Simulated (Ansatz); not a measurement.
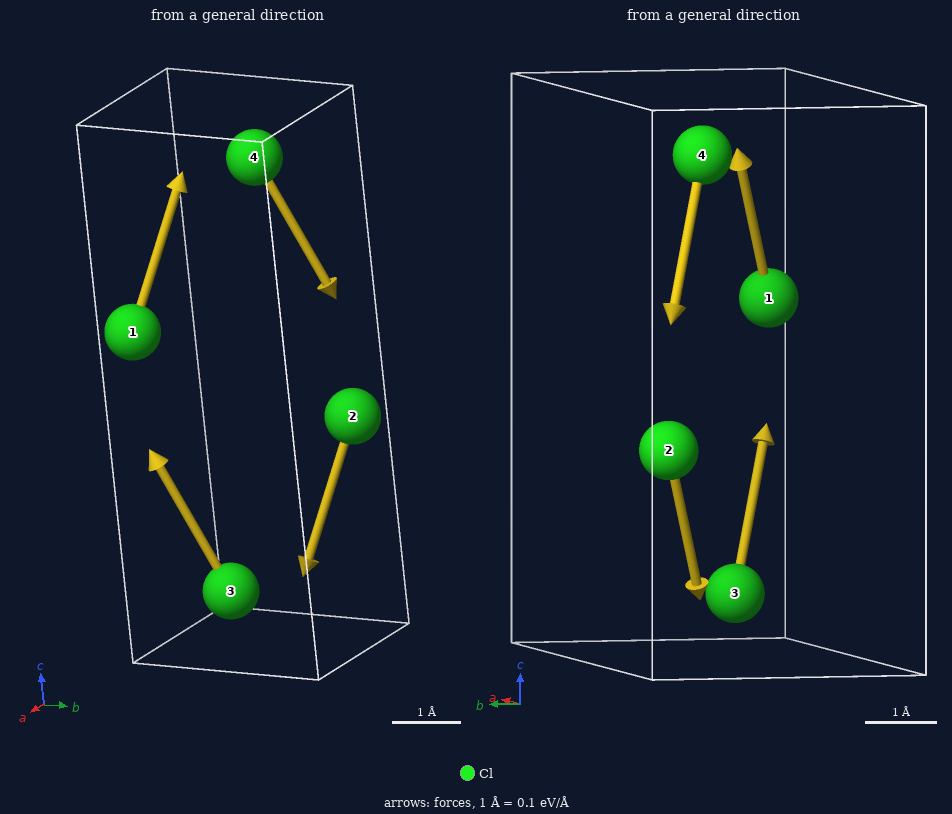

Drawn in the spheres-only manner and seen from two general directions. The lines enclose the simulation cell; boundary atoms appear with their images. The arrows are the computed forces on the atoms.

System: Cl. All computed values are from Ansatz, DFT, PBE, plane waves, PAW. Settings: a basis cut at 420 eV, k-point mesh 8×8×4, Fermi-Dirac smearing of 0.02 eV, no spin polarisation.

> Is the structure at rest?

No. The atoms still feel forces of up to about 0.21 eV/Å, far above a usual threshold of 0.01 to 0.03 eV/Å.

> Which atom carries the strongest force?

All Cl atoms, about 0.21 eV/Å.

Its origin is a structure listed in the Materials Project. The cell was then strained or its atoms displaced on purpose. It went into a calculation with Ansatz.
